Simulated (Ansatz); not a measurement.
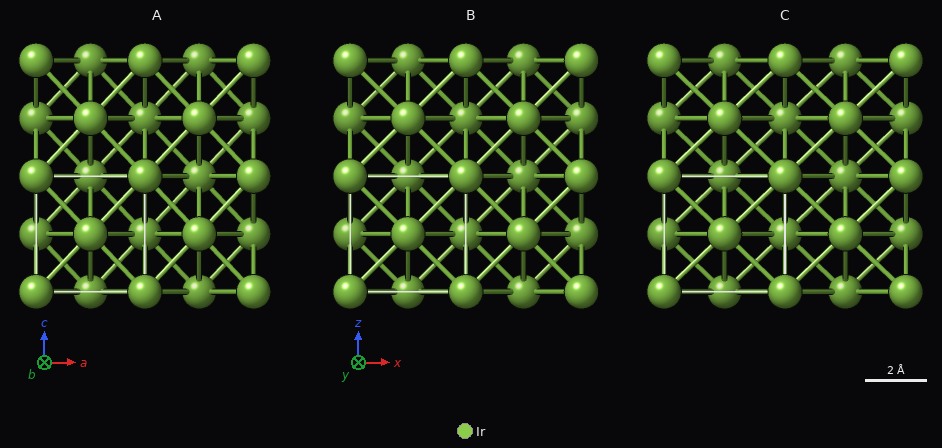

Frames of a one-coordinate scan of solid Ir (Fm-3m). x, y and z are the Cartesian axes of the input. The picture is a ball-and-stick view of the conventional cell (4 times the calculation's cell), repeated 2 × 1 × 2 with one cell outlined, seen along the b axis. Lengths and directions refer to the drawn axes.

Theory: DFT PBEsol, scalar-relativistic, plane waves, PAW in Ansatz 0.2.0. (plane-wave cutoff 420 eV; k-point mesh 26 × 26 × 26; occupations gaussian; smearing width 0.15 eV; no spin polarisation). Energies (free energies at the smearing named) are counted from the relaxed crystal.

Which coordinate changes from frame to frame?

Answer. The cell is strained along x alone, with the atoms kept at their fractional coordinates. In the frames the strain is −0.06 (A), 0.00 (B), 0.045 (C). Their energies are 116.3 meV/atom, 0.0 meV/atom, 51.9 meV/atom.
